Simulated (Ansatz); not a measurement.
## Electronic structure of Si₇Ge in real space

```
Si Ge
1.0
     5.45918   -5.45918    0.00000
     0.00000    5.45918   -5.45918
     5.45918    5.45918    5.45918
Si Ge
21 3
Direct
  0.00000 0.00000 0.23889
  0.66667 0.33333 0.57222
  0.33333 0.66667 0.90555
  0.01096 0.50548 0.00914
  0.67762 0.83881 0.34247
  0.34429 0.17215 0.67581
  0.49452 0.98904 0.00914
  0.16119 0.32238 0.34247
  0.82785 0.65571 0.67581
  0.49452 0.50548 0.00914
  0.16119 0.83881 0.34247
  0.82785 0.17215 0.67581
  0.49256 0.50744 0.25824
  0.15923 0.84077 0.59157
  0.82590 0.17410 0.92490
  0.49256 0.98513 0.25824
  0.15923 0.31846 0.59157
  0.82590 0.65180 0.92490
  0.01487 0.50744 0.25824
  0.68154 0.84077 0.59157
  0.34820 0.17410 0.92490
  0.66667 0.33333 0.31747
  0.33333 0.66667 0.65080
  0.00000 0.00000 0.98414
```

Space group R3m; a structure from a database of computed crystals, not necessarily the ambient phase; not relaxed (largest force 0.4 eV/Å).

The calculation used DFT PBEsol, scalar-relativistic, plane waves, PAW in Ansatz.

Core electrons are frozen (PAW), and the valence fields are smoothed inside the atomic spheres.

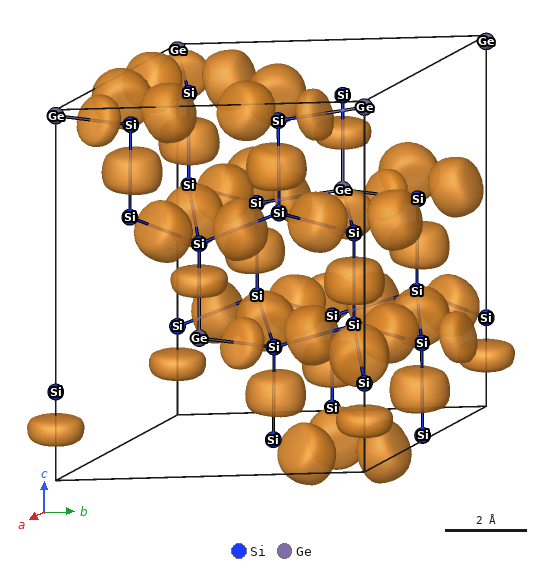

Figure 1. Isosurface of the electron localisation function at 0.75 (orange), seen slightly off an axis. Only the valence region is drawn (cores and ρ < 0.01 e/Å³ removed). Sticks mark near contacts.

Question: Identify the bonds, lone pairs and shells in this picture.

Answer: At this value the surface marks out twelve regions between bonded Ge–Si atoms (shared pairs) and 36 regions between bonded Si–Si atoms (shared pairs), counted in one cell of 24 atoms. Any copies at cell faces, edges or corners count once. Profiles from the grid: Si–Si (2.36 Å): the ELF peaks at about 0.95 between the atoms, as expected for a covalent bond. Si–Ge (2.39 Å): the ELF peaks at about 0.90 between the atoms; a shared electron pair.

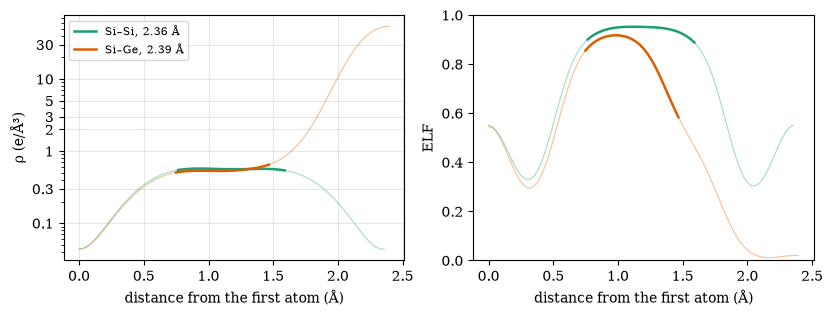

Figure 2. Valence charge density (pseudo) and electron localisation function along straight lines between neighbouring atoms. Thin, pale parts lie inside the atomic spheres.

Question: What kind of bonding do the profiles show?

Answer: Si–Si (2.36 Å): ρ at the midpoint is about 0.56 e/Å³; the ELF peaks at about 0.95 between the atoms (a covalent bond).
Si–Ge (2.39 Å): the density is about 0.54 e/Å³ at the midpoint; the ELF peaks at about 0.90 between the atoms, as expected for a shared electron pair.

Question: Metal or insulator at this level of theory?

Answer: It is gapped, with a Kohn–Sham gap of 0.25 eV on the k-point mesh, an upper bound to the gap of this method.
